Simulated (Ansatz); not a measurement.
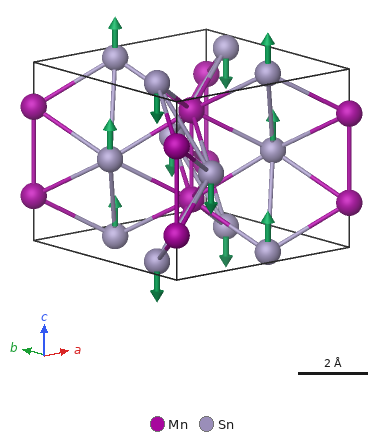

One vibrational mode of crystalline MnSn2 at the zone centre. The green arrows give the relative displacements of the atoms. Style: ball-and-stick. Shown: the conventional cell (2 times the calculation's cell), from a free direction. Lengths and directions refer to the drawn axes.

Computed with Ansatz 0.2.0, DFT PBEsol, scalar-relativistic, plane waves, PAW.

Input file:
```yaml
crystal:
  lattice:
    - [-3.2530275008, 3.2530275008, 2.6594351704]
    - [3.2530275008, -3.2530275008, 2.6594351704]
    - [3.2530275008, 3.2530275008, -2.6594351704]
  atoms:
    - { symbol: Mn, position: [0.75, 0.75, 0.0], spin: 2.44 }
    - { symbol: Mn, position: [0.25, 0.25, 0.0], spin: 2.44 }
    - { symbol: Sn, position: [0.1644806254, 0.6644806254, 0.8289612508] }
    - { symbol: Sn, position: [0.6644806254, 0.8355193746, 0.5] }
    - { symbol: Sn, position: [0.8355193746, 0.3355193746, 0.1710387492] }
    - { symbol: Sn, position: [0.3355193746, 0.1644806254, 0.5] }
basis:
  ecutwfc: 420
kpoints:
  mp_grid: { grid: [12, 12, 12] }
hamiltonian:
  xc: pbesol
scf:
  occupations: { method: gaussian, width: 0.15 }
output:
  eigenvalues: true
  populations: true
magnetization:
  spin_polarized: true
phonons:
  method: fd
  supercell: [1, 1, 1]
  amplitude: 0.02
  eigenvectors: true
  dielectric: false
```

Run as
```bash
ansatz run input.yaml --threads 2 --pin off --max-ram 5120MiB --backend cpu --events-out ev --progress --plain --runs-dir out
```

Question: Give the symmetry, activity and frequency of this mode.

Answer: This is the B₁u mode at 100 cm⁻¹, the lowest optical level, silent by symmetry (neither infrared- nor Raman-active). The Mn atoms stay at rest; all motion is along c; atoms of one kind move against one another, with no net shift of their sublattice.
